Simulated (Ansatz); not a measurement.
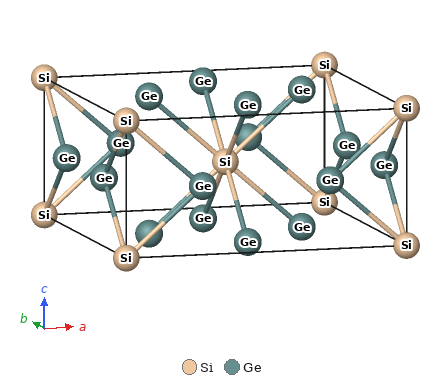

Ball-and-stick drawing of the structure, looking slightly off an axis. The edges of the conventional unit cell are marked. Cell: a = 7.38 Å, b = 7.38 Å, c = 3.51 Å, α = 90.00°, β = 90.00°, γ = 90.00°.

The cell started as a structure type filled with these elements by a generator (whether the compound takes this form wasn't checked). Earlier steps of the study may have refined or changed the cell and positions. It went into a calculation with Ansatz.

State composition, symmetry and coordination.

The stoichiometry is SiGe4. The atoms follow space group I4/mmm (No. 139); the Bravais lattice is body-centred tetragonal. One cell contains 2 Si, 8 Ge, 10 atoms in all. Si is coordinated by eight Ge in a distorted cubic arrangement at about 2.7 Å. Ge is linked to two Si in a bent arrangement at about 2.7 Å. The bonds build SiGe4 chains along [001].

All computed values are from DFT PBE, scalar-relativistic, plane waves, PAW in Ansatz 0.2.0. Settings: a plane-wave cutoff of 420 eV, k-points about 0.20 Å⁻¹ apart, Gaussian smearing of 0.1 eV, no spin polarisation.

What is the electronic character?

A metal: bands cross the Fermi level.

How charged are the atoms, by the Bader scheme?

Si -0.12 e; Ge +0.03 e.

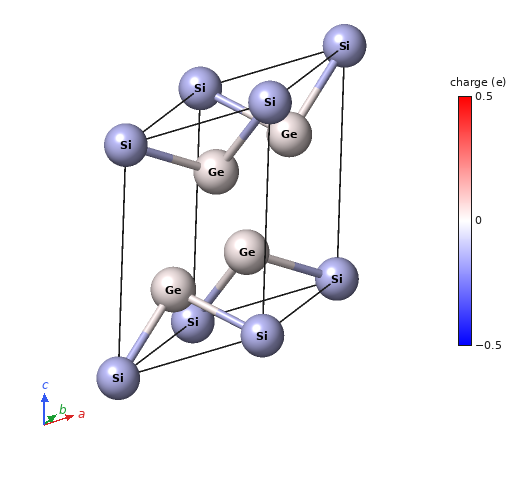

The atoms coloured by those charges. The run's cell of 5 atoms is drawn in a reduced setting, so axes and origin can differ from the first picture.

Has the structure come to rest?

Yes. All forces vanish to within 0.01 eV/Å. The pressure is 0.0 GPa, close to zero.
